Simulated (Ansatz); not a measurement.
Take the following structure.

```cif
data_structure
_symmetry_space_group_name_H-M 'P 1'
_symmetry_Int_Tables_number 1
_cell_length_a 2.8586
_cell_length_b 2.8586
_cell_length_c 2.8694
_cell_angle_alpha 90.000
_cell_angle_beta 90.000
_cell_angle_gamma 90.001
_cell_volume 23.45
loop_
_atom_site_label
_atom_site_type_symbol
_atom_site_fract_x
_atom_site_fract_y
_atom_site_fract_z
_atom_site_occupancy
Al1 Al 0.00000 0.00000 0.00000 1
Ni1 Ni 0.50000 0.50000 0.50000 1
```

> Summarise the structure in words.

The structure is one of AlNi. Strictly the space group is P4/mmm (No. 123, within 0.01 Å). It is a distorted form of a primitive cubic structure, space group Pm-3m (No. 221) within 0.25 Å: caesium chloride (CsCl, B2) type. One cell contains 1 Al, 1 Ni, 2 atoms in all. The coordination shell of Al holds eight Ni in a cubic arrangement at 2.48 Å. About every Ni there are eight Al in a cubic arrangement at 2.48 Å. The bonds build a three-dimensional framework.

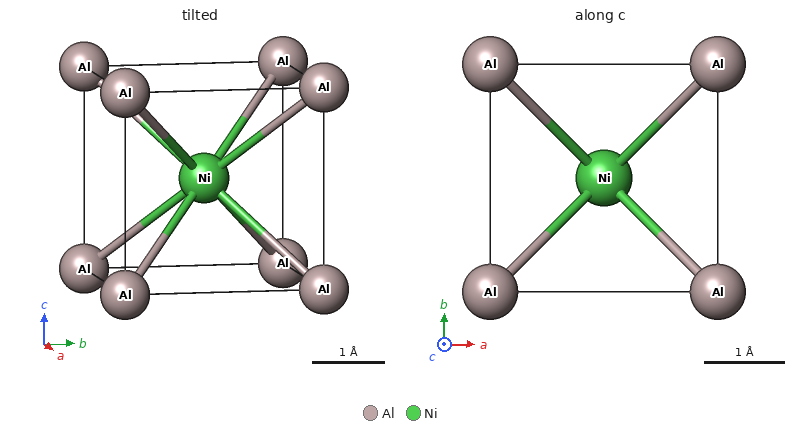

Ball-and-stick drawing of the structure, looking slightly off an axis and along the c axis. The unit cell is drawn as a box. Colours: aluminium light grey, nickel green.

Origin of the cell: a structure listed in the Materials Project. Earlier steps of the study may have refined or changed the cell and positions. A calculation with Ansatz used it as input.
